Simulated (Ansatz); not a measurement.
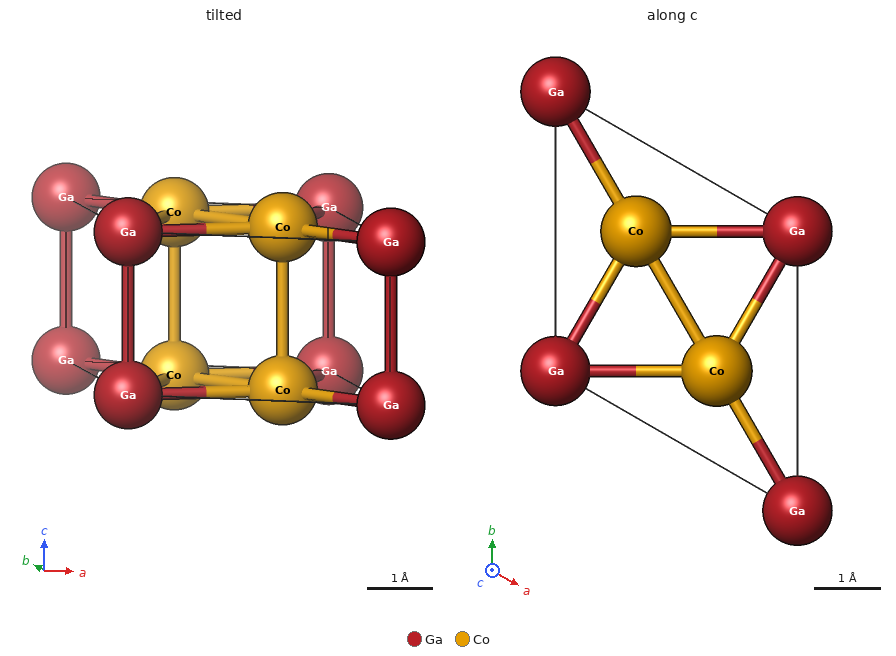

Crystal structure, ball-and-stick style, seen slightly off an axis and along the c axis. One conventional unit cell is framed, with atoms on its boundary repeated. Cell: a = 4.25 Å, b = 4.25 Å, c = 2.55 Å, α = 90.00°, β = 90.00°, γ = 120.00°.

The structure comes from a random cell made by a generator, so it need not be a real form of the compound. Earlier steps of the study, as a rule a relaxation of our own, may have changed the cell and positions, so they can lie some per cent off the listed ones. An electronic-structure calculation with Ansatz was run on it.

Question: What can be read from this drawing?

Answer: This is GaCo$_{2}$. It is primitive hexagonal, space group P6/mmm (No. 191). With Z = 1, the cell contains 1 Ga, 2 Co. Ga is surrounded by six Co and two Ga (about 2.5 Å to Co, 2.5 Å to Ga). Co bonds to five Co and three Ga (about 2.5 Å to Co, 2.5 Å to Ga). The bonds build a three-dimensional framework.

Setup: DFT PBE, scalar-relativistic, plane waves, PAW in Ansatz 0.2.0; a 420 eV plane-wave basis, Brillouin-zone sampling on a 12×12×18 mesh, Gaussian smearing of 0.1 eV, collinear spins.

Question: Which atoms carry magnetic moments in this run, and how do they order?

Answer: The state reached is ferromagnetic. Sizes: Co 1.5 μB; net moment 2.8 μB in the run's cell of 3 atoms.

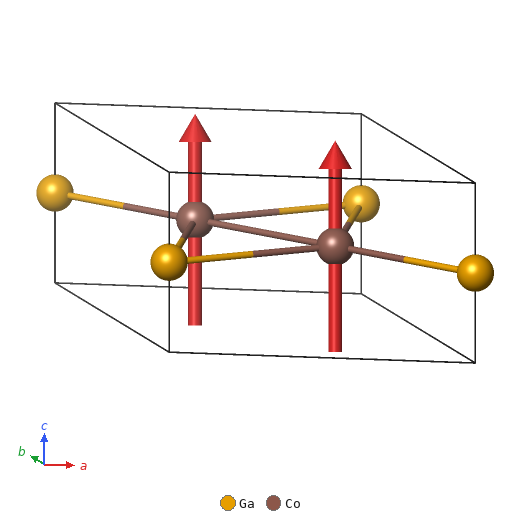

Site moments above 0.25 μB as arrows, small induced ones on non-metal atoms left out (red along the largest or up, blue against, purple across). The run's cell of 3 atoms is drawn, so axes and origin can differ from the first picture.

Question: What is the band gap, if any?

Answer: A metal: bands cross the Fermi level.

Question: Give the Bader charge of each element.

Answer: Ga +0.14 e; Co -0.07 e.

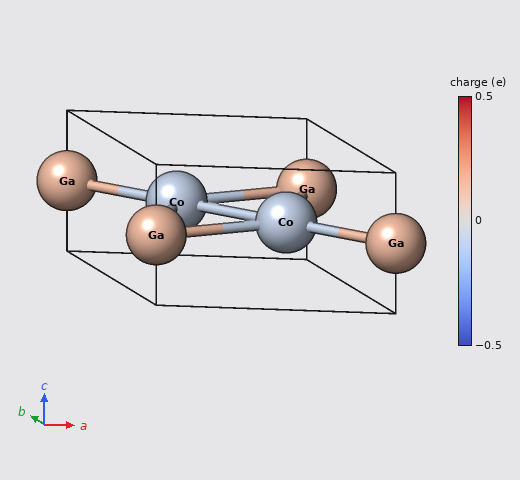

The atoms coloured by those charges. The run's cell of 3 atoms is drawn, so axes and origin can differ from the first picture.

Question: Has the structure come to rest?

Answer: Yes. All forces vanish to within 0.01 eV/Å. The pressure is 0.0 GPa, close to zero.
